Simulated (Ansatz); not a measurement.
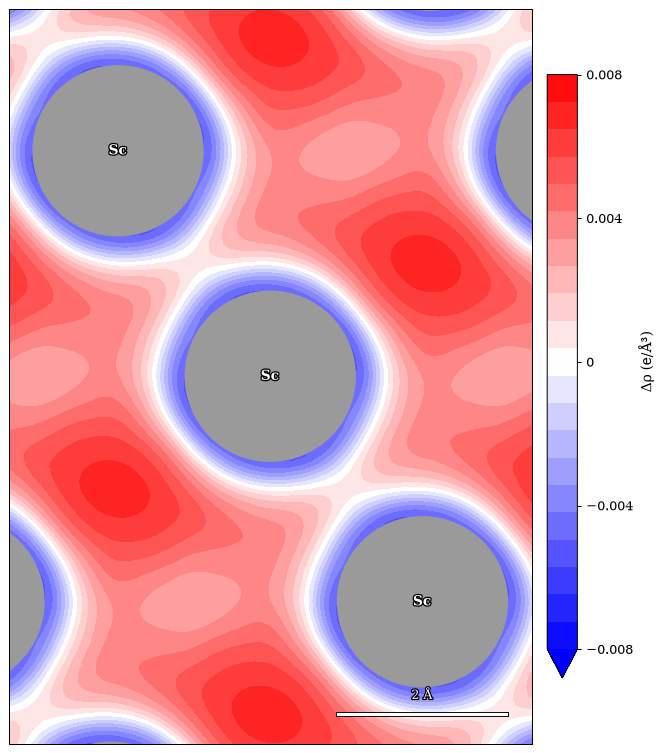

Sc: difference of two self-consistent densities at the same geometry, ρ(r2SCAN) − ρ(PBE), on the (010) plane of the conventional cell. Grey discs cover the cores, where the PAW densities can't be compared. Cores are masked to 1.0 Å (Sc).

Space group P-1. This isn't the usual form at ambient conditions. The cell comes from a database of computed structures, not from a measurement.

Both runs: Ansatz, scalar-relativistic, plane waves and PAW, same cutoff, k-points and PAW files (made with PBE).

```
Sc
1.0
    -4.70407   -2.84414    0.00000
     1.69985   -2.84414    0.00000
     1.54899    0.92645    2.67418
Sc
2
Cartesian
  -1.5021 -2.8441 0.0000
  0.0000 0.0000 0.0000
```

> How does the change of level move the electrons?

Against PBE, and outside the masked cores, the largest gain, 0.007 e/Å³, lies 2.3 Å from a scandium nucleus, and the largest loss lies at the edge of the masked core of Sc.
At this volume the pressure is 1 GPa with PBE and 2 GPa with r2SCAN.

Run times: 23 s (r2SCAN) and 17 s (base cell), on 1 thread of Arm Neoverse V2, with other jobs on the host.
